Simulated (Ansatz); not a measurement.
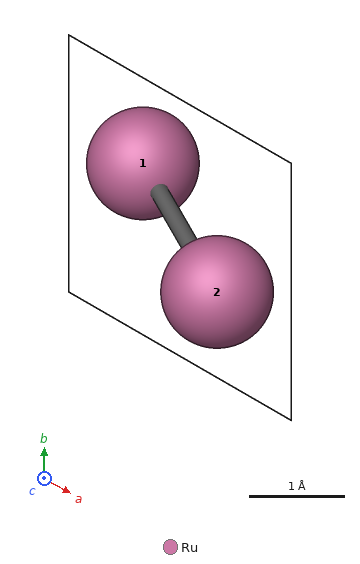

*The starting structure (ball-and-stick view of the cell of the calculation, along the c axis; atoms are numbered from 1 in the order of the input). An atom can appear more than once, as a periodic image.*

**Geometry relaxation of Ru (part 1 of 2)**

System: Ru (P6₃/mmc, 2 atoms in the cell).
Method: DFT PBE+D3(BJ), scalar-relativistic, plane waves, PAW, no spin polarisation (Ansatz 0.2.0).

The structure derives from an entry of the Crystallography Open Database. Figures and captions count atoms from 1; the log counts them from 0 in places.

Output
```
Engine: ansatz 0.2.0, aarch64-unknown-linux-gnu
Pseudopotentials: kind: paw
Pseudopotential: Ru, paw, valence charge 16, recommended cutoff 420 eV (normal), Ru.paw.azcp
Functional definition: PBE
  parameter kappa = 0.804
  parameter beta = 0.06672455060314922
  exchange = pbe_x(kappa = kappa, mu = beta*pi^2/3)
  correlation = pbe_c(beta = beta)
Crystal: 2 atoms, lattice volume = 27.149 Å³
Basis set: ecut = 420 eV, 537 PW (Γ), exchange–correlation on 40×40×60 points (8 copies of the dense FFT grid, shifted against one another)
Bands: 20, of which v1, the nominal top of the filled ones, is band 16 counted from 1 (15 counted from 0)
Symmetry: 24 space group operations
Space group: P63/mmc (ITA 194), of the structure as read, at distance tolerance 3.0e-5 Å
k-points: 222 of 3240
Non-local potential: Ru, projectors of the file, l = 0: 3, l = 1: 2, l = 2: 2, l = 3: 1
PAW form: soft (Blöchl's): semilocal exchange-correlation on the pseudo side does not see the compensation charge
PAW one-centre angular grid: Ru, 590 points (default); XC on 64 Gauss nodes
Initial density: superposition of atomic densities (neutral atoms: chi_scale 0, normalization atom), corrected by the library's trained network
Initial wavefunctions: pseudopotential atomic-orbital guess
Functional: x = pbe(κ = 0.804, μ = 0.2195149727645171), c = pbe(β = 0.06672455060314922)
SCF iter   1: F=—  HF=-11758.620165 eV  |F-HF|=—  |Δ(HF+E_count)|=         —  Δρ=6.53e-3  dr2=2.26e-3  ethr=1.77e-3  ⟨swp⟩=5.0  Hψ=17144  notcnv=0
preconditioner: auto → none  [metal: Δε(μ)=0.004 eV  Ē_g=5.837 eV  σ=0.100 eV  W_gap=0.02  n_scr=8 (ndim 8)  ℏωp=28.5 eV  f_vac=0.000  D(μ)=1.82/eV (n_scr^D=22)  sad-step TF]
SCF iter   2: F=—  HF=-11758.622723 eV  |F-HF|=—  |Δ(HF+E_count)|=   2.56e-3  Δρ=3.85e-3  dr2=8.27e-4  ethr=7.08e-6  ⟨swp⟩=2.0  Hψ=9690  notcnv=0
SCF iter   3: F=—  HF=-11758.623817 eV  |F-HF|=—  |Δ(HF+E_count)|=   1.09e-3  Δρ=2.69e-4  dr2=3.25e-6  ethr=2.59e-6  ⟨swp⟩=2.1  Hψ=6030  notcnv=0
SCF iter   4: F=—  HF=-11758.623783 eV  |F-HF|=—  |Δ(HF+E_count)|=   3.32e-5  Δρ=1.08e-4  dr2=6.03e-7  ethr=1.02e-8  ⟨swp⟩=2.0  Hψ=7974  notcnv=0
SCF iter   5: F=—  HF=-11758.623784 eV  |F-HF|=—  |Δ(HF+E_count)|=   8.30e-7  Δρ=2.94e-5  dr2=1.68e-7  ethr=1.89e-9  ⟨swp⟩=2.0  Hψ=7959  notcnv=0
SCF iter   6: F=-11758.623784 eV  HF=-11758.623784 eV  |F-HF|=2.96e-10  |Δ(HF+E_count)|=   5.56e-8  Δρ=3.15e-6  dr2=1.52e-9  ethr=3.13e-10  ⟨swp⟩=8.3  Hψ=26081  notcnv=0
the search or the solves at the SCF's close seem to have found levels that the self-consistency loop had missed (the run counts 1). By its estimate they hold under 1e-12 electrons; where the run keeps them, the occupations were computed again with them
SCF 1 converged in 6 iterations: F = -11758.623784 eV  dr2 = 1.52e-9
  greatest PAW one-centre occupation: 0.998 electrons in one spin orbital (limit 2), on the Ru atom at site 1 (counted from 0), in its partial waves of l = 0
relax step   1: F+E_penalty+E_count = -11758.62378418 eV  Δ(F+E_penalty+E_count) = +0.000e0 eV  max|allowed force component| = 2.776e-17 eV/Å  Δτ_max = 0.0000 Å  P = -3.205 GPa  Ω = 27.149 Å³  (6 SCF iters, dr2 threshold 1.00e-7 eV, accepted)
Crystal: 2 atoms, lattice volume = 26.601 Å³
Initial density: handed on by an earlier stage of this run
Initial wavefunctions: those handed on with the density
iter 1 solved again at ethr=1.54e-6 eV; its pass at ethr=3.10e-3 eV (dr2=4.94e-4 eV) is discarded
SCF iter   1: F=—  HF=-11758.623658 eV  |F-HF|=—  |Δ(HF+E_count)|=         —  Δρ=1.47e-3  dr2=4.09e-4  ethr=1.54e-6  ⟨swp⟩=2.0  Hψ=23032  notcnv=0
preconditioner: auto → none  [metal: Δε(μ)=0.003 eV  Ē_g=5.998 eV  σ=0.100 eV  W_gap=0.02  n_scr=8 (ndim 8)  ℏωp=28.8 eV  f_vac=0.000  D(μ)=1.77/eV (n_scr^D=22)]
SCF iter   2: F=—  HF=-11758.623600 eV  |F-HF|=—  |Δ(HF+E_count)|=   5.87e-5  Δρ=6.51e-4  dr2=3.98e-5  ethr=1.28e-6  ⟨swp⟩=2.0  Hψ=6089  notcnv=0
SCF iter   3: F=—  HF=-11758.623576 eV  |F-HF|=—  |Δ(HF+E_count)|=   2.37e-5  Δρ=1.78e-4  dr2=3.50e-6  ethr=1.25e-7  ⟨swp⟩=1.0  Hψ=4440  notcnv=0
iter 4 did not close the SCF: its close was put off for the readings that it lacked (scf_convergence_deferred on its scf_iter line)
SCF iter   4: F=-11758.623577 eV  HF=-11758.623577 eV  |F-HF|=6.21e-9  |Δ(HF+E_count)|=   1.14e-6  Δρ=1.35e-5  dr2=8.44e-9  ethr=1.09e-8  ⟨swp⟩=2.7  Hψ=7888  notcnv=0
iter 5 did not close the SCF: its close was put off for the readings that it lacked (scf_convergence_deferred on its scf_iter line)
SCF iter   5: F=-11758.623577 eV  HF=-11758.623577 eV  |F-HF|=2.00e-10  |Δ(HF+E_count)|=   7.16e-9  Δρ=2.36e-6  dr2=3.86e-10  ethr=2.64e-11  ⟨swp⟩=2.1  Hψ=7301  notcnv=0
SCF iter   6: F=-11758.623577 eV  HF=-11758.623577 eV  |F-HF|=0.00e0  |Δ(HF+E_count)|=  1.33e-10  Δρ=5.37e-7  dr2=1.13e-11  ethr=1.21e-12  ⟨swp⟩=4.5  Hψ=22009  notcnv=0
SCF 2 converged in 6 iterations: F = -11758.623577 eV  dr2 = 1.13e-11
relax step   2: F+E_penalty+E_count = -11758.62357717 eV  Δ(F+E_penalty+E_count) = +2.070e-4 eV  max|allowed force component| = 3.007e-17 eV/Å  Δτ_max = 0.0000 Å  P = +3.615 GPa  Ω = 26.601 Å³  energy of the carried Pulay correction = +2.546e-4 eV  (6 SCF iters, dr2 threshold 2.00e-7 eV, rejected (line search))
Crystal: 2 atoms, lattice volume = 26.905 Å³
iter 1 solved again at ethr=2.92e-7 eV; its pass at ethr=3.10e-3 eV (dr2=9.34e-5 eV) is discarded
SCF iter   1: F=—  HF=-11758.626630 eV  |F-HF|=—  |Δ(HF+E_count)|=         —  Δρ=8.12e-4  dr2=1.28e-4  ethr=2.92e-7  ⟨swp⟩=2.0  Hψ=22569  notcnv=0
preconditioner: auto → none  [metal: Δε(μ)=0.013 eV  Ē_g=5.905 eV  σ=0.100 eV  W_gap=0.07  n_scr=8 (ndim 8)  ℏωp=28.6 eV  f_vac=0.000  D(μ)=1.80/eV (n_scr^D=22)]
SCF iter   2: F=—  HF=-11758.626613 eV  |F-HF|=—  |Δ(HF+E_count)|=   1.70e-5  Δρ=3.65e-4  dr2=1.27e-5  ethr=2.92e-7  ⟨swp⟩=2.0  Hψ=6181  notcnv=0
SCF iter   3: F=—  HF=-11758.626581 eV  |F-HF|=—  |Δ(HF+E_count)|=   3.19e-5  Δρ=9.89e-5  dr2=1.16e-6  ethr=3.97e-8  ⟨swp⟩=1.0  Hψ=4440  notcnv=0
SCF iter   4: F=—  HF=-11758.626581 eV  |F-HF|=—  |Δ(HF+E_count)|=   2.43e-7  Δρ=7.81e-6  dr2=3.02e-9  ethr=3.64e-9  ⟨swp⟩=2.6  Hψ=7775  notcnv=0
SCF iter   5: F=—  HF=-11758.626581 eV  |F-HF|=—  |Δ(HF+E_count)|=   3.34e-9  Δρ=1.04e-6  dr2=1.27e-10  ethr=9.43e-12  ⟨swp⟩=2.0  Hψ=6903  notcnv=0
SCF iter   6: F=-11758.626581 eV  HF=-11758.626581 eV  |F-HF|=3.64e-12  |Δ(HF+E_count)|=  4.73e-11  Δρ=2.56e-7  dr2=3.09e-12  ethr=1.00e-12  ⟨swp⟩=5.7  Hψ=20350  notcnv=0
SCF 3 converged in 6 iterations: F = -11758.626581 eV  dr2 = 3.09e-12
relax step   3: F+E_penalty+E_count = -11758.62658116 eV  Δ(F+E_penalty+E_count) = -2.797e-3 eV  max|allowed force component| = 1.388e-17 eV/Å  Δτ_max = 0.0000 Å  P = -0.257 GPa  Ω = 26.905 Å³  energy of the carried Pulay correction = +1.132e-4 eV  (6 SCF iters, accepted)
Crystal: 2 atoms, lattice volume = 26.884 Å³
iter 1 solved again at ethr=1.55e-9 eV; its pass at ethr=3.10e-3 eV (dr2=4.95e-7 eV) is discarded
SCF iter   1: F=—  HF=-11758.626643 eV  |F-HF|=—  |Δ(HF+E_count)|=         —  Δρ=5.62e-5  dr2=5.89e-7  ethr=1.55e-9  ⟨swp⟩=2.4  Hψ=23280  notcnv=0
preconditioner: auto → none  [metal: Δε(μ)=0.009 eV  Ē_g=5.913 eV  σ=0.100 eV  W_gap=0.05  n_scr=8 (ndim 8)  ℏωp=28.6 eV  f_vac=0.000  D(μ)=1.80/eV (n_scr^D=22)]
iter 2 did not close the SCF: its close was put off for the readings that it lacked (scf_convergence_deferred on its scf_iter line)
SCF iter   2: F=-11758.626608 eV  HF=-11758.626608 eV  |F-HF|=1.33e-8  |Δ(HF+E_count)|=   3.48e-5  Δρ=2.54e-5  dr2=6.07e-8  ethr=1.55e-9  ⟨swp⟩=2.0  Hψ=6143  notcnv=0
iter 3 did not close the SCF: its close was put off for the readings that it lacked (scf_convergence_deferred on its scf_iter line)
SCF iter   3: F=-11758.626608 eV  HF=-11758.626608 eV  |F-HF|=5.93e-10  |Δ(HF+E_count)|=   1.38e-8  Δρ=6.69e-6  dr2=5.42e-9  ethr=1.90e-10  ⟨swp⟩=1.1  Hψ=4604  notcnv=0
iter 4 did not close the SCF: its close was put off for the readings that it lacked (scf_convergence_deferred on its scf_iter line)
SCF iter   4: F=-11758.626608 eV  HF=-11758.626608 eV  |F-HF|=1.27e-11  |Δ(HF+E_count)|=   1.44e-9  Δρ=5.53e-7  dr2=1.76e-11  ethr=1.69e-11  ⟨swp⟩=2.2  Hψ=7162  notcnv=0
iter 5 did not close the SCF: its close was put off for the readings that it lacked (scf_convergence_deferred on its scf_iter line)
SCF iter   5: F=-11758.626608 eV  HF=-11758.626608 eV  |F-HF|=0.00e0  |Δ(HF+E_count)|=  1.64e-11  Δρ=9.28e-8  dr2=1.22e-12  ethr=1.00e-12  ⟨swp⟩=1.4  Hψ=4568  notcnv=0
SCF iter   6: F=-11758.626608 eV  HF=-11758.626608 eV  |F-HF|=5.46e-12  |Δ(HF+E_count)|=  5.46e-12  Δρ=2.20e-8  dr2=3.63e-14  ethr=1.00e-12  ⟨swp⟩=3.7  Hψ=17427  notcnv=0
SCF 4 converged in 6 iterations: F = -11758.626608 eV  dr2 = 3.63e-14
relax step   4: F+E_penalty+E_count = -11758.62660809 eV  Δ(F+E_penalty+E_count) = -2.693e-5 eV  max|allowed force component| = 9.252e-18 eV/Å  Δτ_max = 0.0000 Å  P = +0.005 GPa  Ω = 26.884 Å³  energy of the carried Pulay correction = +1.230e-4 eV  (6 SCF iters, dr2 threshold 2.00e-7 eV, accepted)
Initial wavefunctions: pseudopotential atomic-orbital guess (no wavefunctions were taken with the density)
iter 1 solved again at ethr=1.46e-8 eV; its pass at ethr=3.10e-3 eV (dr2=4.66e-6 eV) is discarded
SCF iter   1: F=—  HF=-11758.626511 eV  |F-HF|=—  |Δ(HF+E_count)|=         —  Δρ=3.26e-5  dr2=4.81e-8  ethr=1.46e-8  ⟨swp⟩=3.0  Hψ=31206  notcnv=0
preconditioner: auto → none  [metal: Δε(μ)=0.010 eV  Ē_g=5.913 eV  σ=0.100 eV  W_gap=0.05  n_scr=8 (ndim 8)  ℏωp=28.6 eV  f_vac=0.000  D(μ)=1.80/eV (n_scr^D=22)]
SCF iter   2: F=—  HF=-11758.626476 eV  |F-HF|=—  |Δ(HF+E_count)|=   3.49e-5  Δρ=1.50e-5  dr2=8.67e-9  ethr=1.50e-10  ⟨swp⟩=2.0  Hψ=7918  notcnv=0
SCF iter   3: F=—  HF=-11758.626476 eV  |F-HF|=—  |Δ(HF+E_count)|=   3.53e-9  Δρ=2.24e-6  dr2=3.13e-10  ethr=2.71e-11  ⟨swp⟩=2.0  Hψ=8019  notcnv=0
iter 4 did not close the SCF: its close was put off for the readings that it lacked (scf_convergence_deferred on its scf_iter line)
SCF iter   4: F=-11758.626476 eV  HF=-11758.626476 eV  |F-HF|=1.09e-11  |Δ(HF+E_count)|=  1.38e-10  Δρ=4.01e-7  dr2=9.38e-12  ethr=1.00e-12  ⟨swp⟩=2.1  Hψ=7927  notcnv=0
iter 5 did not close the SCF: its close was put off for the readings that it lacked (scf_convergence_deferred on its scf_iter line)
SCF iter   5: F=-11758.626476 eV  HF=-11758.626476 eV  |F-HF|=0.00e0  |Δ(HF+E_count)|=  7.28e-12  Δρ=4.15e-8  dr2=3.20e-13  ethr=1.00e-12  ⟨swp⟩=1.0  Hψ=4440  notcnv=0
iter 6 did not close the SCF: its close was put off for the readings that it lacked (scf_convergence_deferred on its scf_iter line)
SCF iter   6: F=-11758.626476 eV  HF=-11758.626476 eV  |F-HF|=3.64e-12  |Δ(HF+E_count)|=    0.00e0  Δρ=1.07e-8  dr2=8.98e-15  ethr=1.00e-12  ⟨swp⟩=1.0  Hψ=4440  notcnv=0
iter 7 did not close the SCF: its close was put off for the readings that it lacked (scf_convergence_deferred on its scf_iter line)
SCF iter   7: F=-11758.626476 eV  HF=-11758.626476 eV  |F-HF|=3.64e-12  |Δ(HF+E_count)|=  1.82e-12  Δρ=3.73e-9  dr2=8.62e-16  ethr=1.00e-12  ⟨swp⟩=1.0  Hψ=4440  notcnv=0
SCF iter   8: F=-11758.626476 eV  HF=-11758.626476 eV  |F-HF|=3.64e-12  |Δ(HF+E_count)|=  1.82e-12  Δρ=2.81e-10  dr2=1.45e-17  ethr=1.00e-12  ⟨swp⟩=2.0  Hψ=13147  notcnv=0
SCF 5 converged in 8 iterations: F = -11758.626476 eV  dr2 = 1.45e-17
relax step   5: F+E_penalty+E_count = -11758.62647563 eV  Δ(F+E_penalty+E_count) = +1.325e-4 eV  max|allowed force component| = 3.701e-17 eV/Å  Δτ_max = 0.0000 Å  P = +0.013 GPa  Ω = 26.884 Å³  stress off target by 1.38e-2 GPa  SCF on the basis re-selected at this cell (its energy is not comparable with the rows above)  (8 SCF iters)
```

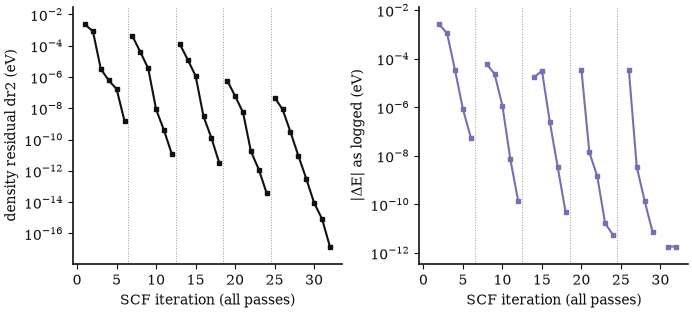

*Convergence of the self-consistent field: density residual dr2 and size of the energy change against the SCF iteration. The dotted lines part the SCF passes of the relaxation: geometry steps, rejected trials and re-solves on a re-selected basis.*

The 5 passes take 6 to 8 iterations each, 32 in all.
